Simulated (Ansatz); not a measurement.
## Electronic structure of W$_{14}$S$_{27}$ (cell with a defect) in real space

The calculation's input:

```
crystal:
  lattice:
    - [7.954047292, -2.755362799, 0.0]
    - [-6.3632378266, -5.5107256183, 0.0]
    - [0.0, 0.0, -13.0673804414]
  atoms:
    - { symbol: W, position: [0.0952380952, 0.619047619, 0.75] }
    - { symbol: W, position: [0.380952381, 0.4761904762, 0.75] }
    - { symbol: W, position: [0.9523809524, 0.1904761905, 0.75] }
    - { symbol: W, position: [0.6666666667, 0.3333333333, 0.75] }
    - { symbol: W, position: [0.2380952381, 0.0476190476, 0.75] }
    - { symbol: W, position: [0.8095238095, 0.7619047619, 0.75] }
    - { symbol: W, position: [0.5238095238, 0.9047619048, 0.75] }
    - { symbol: W, position: [0.3360578411, 0.6575165566, 0.2570958382] }
    - { symbol: W, position: [0.619047619, 0.5238095238, 0.25] }
    - { symbol: W, position: [0.1904761905, 0.2380952381, 0.25] }
    - { symbol: W, position: [0.9008510072, 0.3761428117, 0.2533063347] }
    - { symbol: W, position: [0.4761904762, 0.0952380952, 0.25] }
    - { symbol: W, position: [0.0483742995, 0.8079643226, 0.2499802955] }
    - { symbol: W, position: [0.7619047619, 0.9523809524, 0.25] }
    - { symbol: S, position: [0.380952381, 0.4761904762, 0.369342528] }
    - { symbol: S, position: [0.9523809524, 0.1904761905, 0.369342528] }
    - { symbol: S, position: [0.6666666667, 0.3333333333, 0.369342528] }
    - { symbol: S, position: [0.2380952381, 0.0476190476, 0.369342528] }
    - { symbol: S, position: [0.8095238095, 0.7619047619, 0.369342528] }
    - { symbol: S, position: [0.5238095238, 0.9047619048, 0.369342528] }
    - { symbol: S, position: [0.3333333333, 0.6666666667, 0.869342528] }
    - { symbol: S, position: [0.619047619, 0.5238095238, 0.869342528] }
    - { symbol: S, position: [0.1904761905, 0.2380952381, 0.869342528] }
    - { symbol: S, position: [0.9047619048, 0.380952381, 0.869342528] }
    - { symbol: S, position: [0.4761904762, 0.0952380952, 0.869342528] }
    - { symbol: S, position: [0.0476190476, 0.8095238095, 0.869342528] }
    - { symbol: S, position: [0.7619047619, 0.9523809524, 0.869342528] }
    - { symbol: S, position: [0.0952380952, 0.619047619, 0.130657472] }
    - { symbol: S, position: [0.380952381, 0.4761904762, 0.130657472] }
    - { symbol: S, position: [0.9523809524, 0.1904761905, 0.130657472] }
    - { symbol: S, position: [0.6666666667, 0.3333333333, 0.130657472] }
    - { symbol: S, position: [0.2380952381, 0.0476190476, 0.130657472] }
    - { symbol: S, position: [0.8095238095, 0.7619047619, 0.130657472] }
    - { symbol: S, position: [0.5238095238, 0.9047619048, 0.130657472] }
    - { symbol: S, position: [0.3333333333, 0.6666666667, 0.630657472] }
    - { symbol: S, position: [0.619047619, 0.5238095238, 0.630657472] }
    - { symbol: S, position: [0.1904761905, 0.2380952381, 0.630657472] }
    - { symbol: S, position: [0.9047619048, 0.380952381, 0.630657472] }
    - { symbol: S, position: [0.4761904762, 0.0952380952, 0.630657472] }
    - { symbol: S, position: [0.0476190476, 0.8095238095, 0.630657472] }
    - { symbol: S, position: [0.7619047619, 0.9523809524, 0.630657472] }
  host:
    lattice:
      - [3.1816189158, 2.9e-09, 0.0]
      - [-1.5908094604, 2.7553628048, 0.0]
      - [0.0, 0.0, 13.0673804414]
    atoms:
      - { symbol: W, position: [0.3333333333, 0.6666666667, 0.25] }
      - { symbol: W, position: [0.6666666667, 0.3333333333, 0.75] }
      - { symbol: S, position: [0.3333333333, 0.6666666667, 0.630657472] }
      - { symbol: S, position: [0.6666666667, 0.3333333333, 0.130657472] }
      - { symbol: S, position: [0.3333333333, 0.6666666667, 0.869342528] }
      - { symbol: S, position: [0.6666666667, 0.3333333333, 0.369342528] }
basis:
  ecutwfc: 500
  xc_grid: 3
kpoints:
  mp_grid: { grid: [2, 2, 2], shift: [0.0, 0.0, 0.0] }
hamiltonian:
  xc: r2scan
scf:
  occupations: { method: gaussian, width: 0.01 }
output:
  forces: true
  stress: false
  eigenvalues: true
  charged_corrections:
    defect_position: [0.0952381, 0.61904762, 0.36934253]
    epsilon: [[12.7344, 0.0, 0.0], [0.0, 12.7344, 0.0], [0.0, 0.0, 4.5686]]
  write_density: true
  write_potential: true
  elf: true
  volumetric_format: npy
relax:
  adjacent_minimum: "off"
  f_tol: 0.025
  max_steps: 45
```

Launched as:

```sh
ansatz run input.yaml --threads 8 --pin off --max-ram 20480MiB --backend cpu --events-out ev --progress --plain --runs-dir out
```

The fields are those of the relaxed geometry.

These are results of DFT r2SCAN, scalar-relativistic, plane waves, PAW (Ansatz), not measurements.

Core electrons are frozen (PAW), and the valence fields are smoothed inside the atomic spheres.

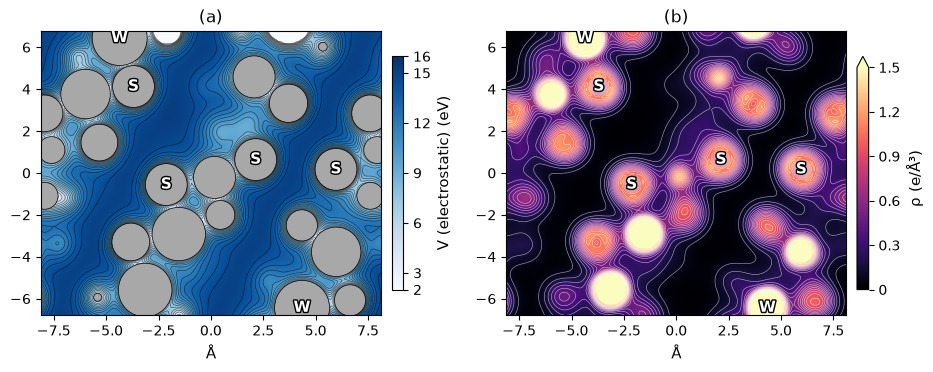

Figure 1. (a) electrostatic potential (local pseudopotential plus Hartree) felt by an electron; (b) valence pseudo-density on the (111) plane of the calculation cell. Grey discs cover the atomic cores in the potential map.

What does the map show?

- Atoms in the plane: W and S.
- Atoms just off the plane (W, 0.3 Å away and S, 0.4 Å away) can leave unmarked features too.
- Between the atoms the lowest density in this plane is 0.009 e/Å³.
- Outside the cores the potential energy rises away from the atoms and is highest about 2.1 Å from the nearest atoms; its zero is arbitrary.

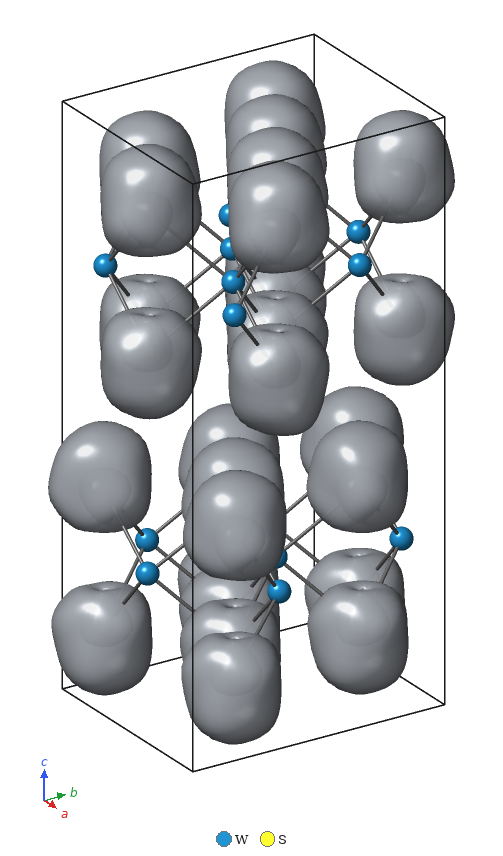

Figure 2. Isosurface of the electron localisation function at 0.7 (grey), seen slightly off an axis. Only the valence region is drawn (cores and ρ < 0.01 e/Å³ removed). Sticks mark near contacts.

Identify the bonds, lone pairs and shells in this picture.

At this value the surface marks out 27 regions wrapped around S (the valence shell of each) and one pocket between the atoms, centred on no nucleus (multi-centre or interstitial), counted in one cell of 41 atoms. Regions shared between cells count once. Profiles from the grid: W–S (2.38 Å): the ELF peaks at about 0.85 in the valence shell of S, 0.8 Å from its nucleus, and is about 0.50 at the midpoint. W–S (2.43 Å): the ELF peaks at about 0.85 in the valence shell of S, 0.8 Å from its nucleus, and is about 0.50 at the midpoint.

Does the calculation give a band gap?

It is gapped, with a Kohn–Sham gap of 0.86 eV on the k-point mesh (the band edges may lie off the mesh, which would make the gap smaller).
